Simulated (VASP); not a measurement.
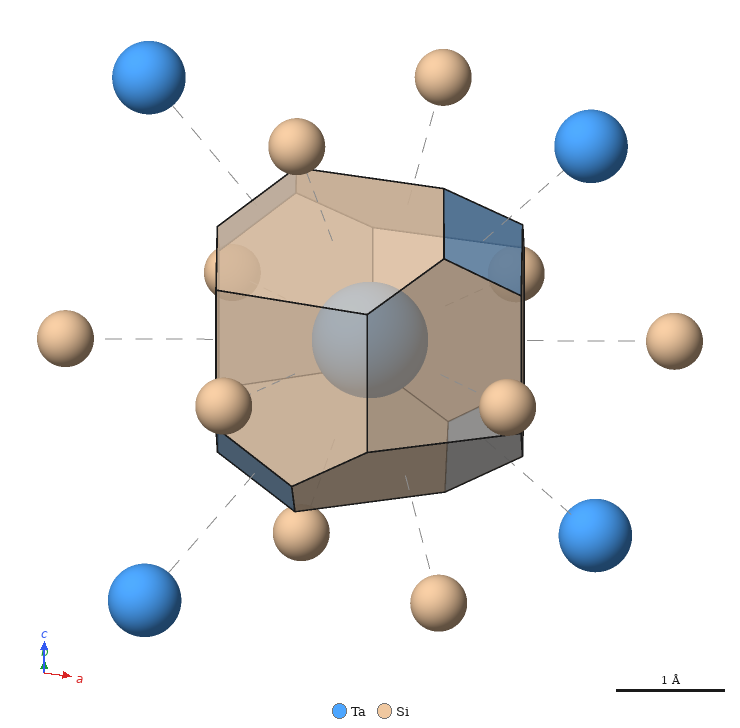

Voronoi cell (the region closer to this atom than to any other), computed from the atomic positions without radii. Central atom: Ta (3c) in TaSi₂; faces take the colour of the neighbour behind them. Origin: an entry of the Crystallography Open Database, as set up for an electronic-structure calculation.

TaSi2, space group P6_422 (No. 181), a = 4.784 Å, b = 4.784 Å, c = 6.570 Å, α = 90.00°, β = 90.00°, γ = 120.00°

```csv
site,Wyckoff,x,y,z
Ta,3c,0.0000,0.5000,0.3333
Si,6i,0.3179,0.1590,0.3333
```

Q: What is the volume of this Voronoi cell?

A: 14.6 Å³, against a mean of 14.5 Å³ per atom in this structure.

Q: How many faces does the cell have, and of which kinds?

A: 14 faces, index ⟨0,4,4,6⟩.

Q: Tabulate the neighbours by distance and solid angle.

A:
| neighbour | faces | distance (Å) | solid angle (% of sphere) |
| --- | --- | --- | --- |
| Si | 4 | 2.61 | 41.7 |
| Si | 4 | 2.73 | 32.1 |
| Si | 2 | 2.83 | 16.5 |
| Ta | 4 | 3.24 | 9.8 |
